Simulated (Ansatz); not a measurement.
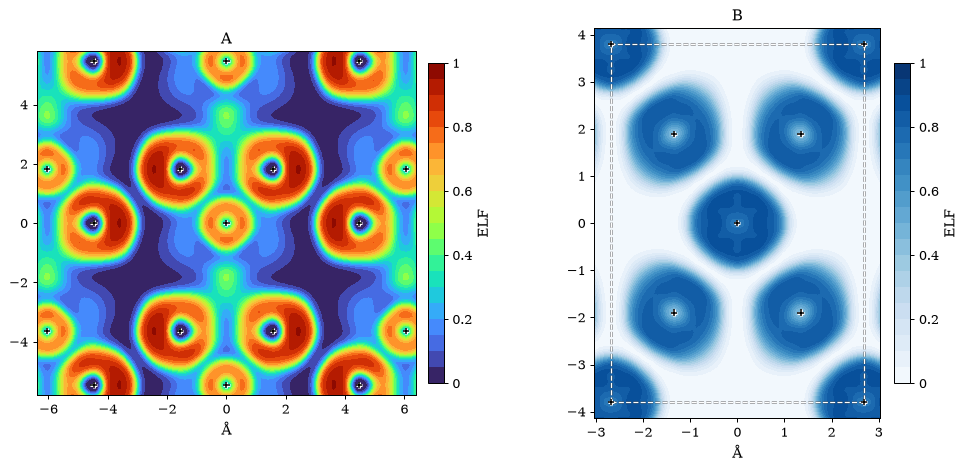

The ELF of 2 systems, each on a plane through atoms (crosses mark nuclei in the plane).

Method: DFT PBE+D3(BJ), scalar-relativistic, plane waves, PAW in Ansatz 0.2.0.

System 1: MoS$_{2}$, the (110) plane of the conventional cell. Space group P6₃/mmc; computed without spin polarisation.

```cif
data_structure
_symmetry_space_group_name_H-M 'P 1'
_symmetry_Int_Tables_number 1
_cell_length_a 3.1494
_cell_length_b 3.1494
_cell_length_c 12.0908
_cell_angle_alpha 90.000
_cell_angle_beta 90.000
_cell_angle_gamma 120.000
_cell_volume 103.85
loop_
_atom_site_label
_atom_site_type_symbol
_atom_site_fract_x
_atom_site_fract_y
_atom_site_fract_z
_atom_site_occupancy
Mo1 Mo 0.33333 0.66667 0.25000 1
Mo2 Mo 0.66667 0.33333 0.75000 1
S1 S 0.33333 0.66667 0.62049 1
S2 S 0.66667 0.33333 0.12049 1
S3 S 0.33333 0.66667 0.87951 1
S4 S 0.66667 0.33333 0.37951 1
```

System 2: CaF$_{4}$, the (101) plane of the conventional cell. Space group Im-3m; spin-polarised.

```cif
data_structure
_symmetry_space_group_name_H-M 'P 1'
_symmetry_Int_Tables_number 1
_cell_length_a 5.3645
_cell_length_b 5.3645
_cell_length_c 5.3645
_cell_angle_alpha 90.000
_cell_angle_beta 90.000
_cell_angle_gamma 90.000
_cell_volume 154.38
loop_
_atom_site_label
_atom_site_type_symbol
_atom_site_fract_x
_atom_site_fract_y
_atom_site_fract_z
_atom_site_occupancy
Ca1 Ca 0.00000 0.00000 0.00000 1
Ca2 Ca 0.50000 0.50000 0.50000 1
F1 F 0.25000 0.25000 0.25000 1
F2 F 0.75000 0.75000 0.75000 1
F3 F 0.75000 0.25000 0.25000 1
F4 F 0.25000 0.75000 0.75000 1
F5 F 0.25000 0.25000 0.75000 1
F6 F 0.75000 0.75000 0.25000 1
F7 F 0.25000 0.75000 0.25000 1
F8 F 0.75000 0.25000 0.75000 1
```

Which map belongs to which system?

Answer. Panel A is system 1, MoS$_{2}$: the plane holds Mo and S. Mo–S (2.40 Å): the ELF peaks at about 0.85 in the valence shell of S, 0.8 Å from its nucleus, and is about 0.45 at the midpoint. Panel B is system 2, CaF$_{4}$: the plane holds Ca and F. Ca–F (2.32 Å): the ELF peaks at about 0.85 in the valence shell of F, 0.6 Å from its nucleus, and drops to about 0 between the two atoms (no localised pair shows between them).
